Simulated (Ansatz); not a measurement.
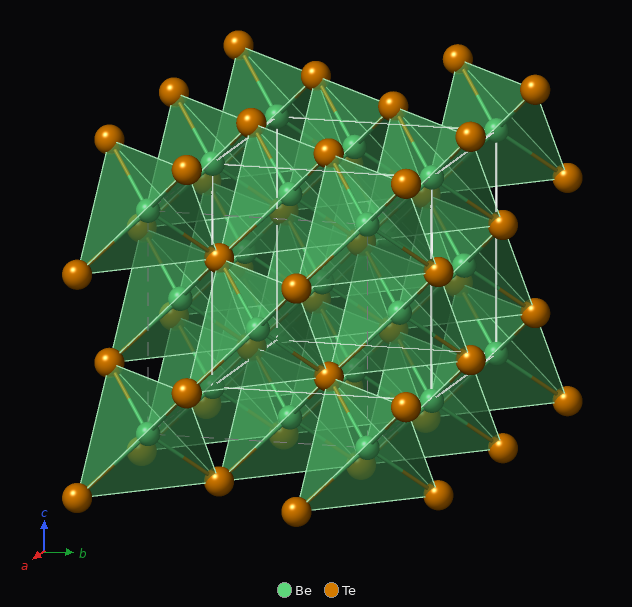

Crystal structure, polyhedral style, seen slightly off an axis. Shown are 2×1×1 repeats of the conventional unit cell, one of them outlined in solid lines. A few atoms beyond the faces are included.

BeTe, space group F-43m (No. 216), a = 5.66 Å, b = 5.66 Å, c = 5.66 Å, α = 90.00°, β = 90.00°, γ = 90.00°.

All computed values are from DFT PBE, scalar-relativistic, plane waves, PAW (Ansatz). Settings: a 420 eV plane-wave basis, k-points about 0.18 Å⁻¹ apart, Gaussian smearing of 0.02 eV, no spin polarisation.

> Predict the gap.

A semiconductor at this level, with a gap of 2.03 eV on the k-mesh (the true edges may lie between mesh points, so the gap can be somewhat smaller).

The model was built from a structure listed in the Materials Project, with elements exchanged, so it need not be a known form of the compound. The geometry is the end of a relaxation with DFT PBE, scalar-relativistic, plane waves, PAW (Ansatz).
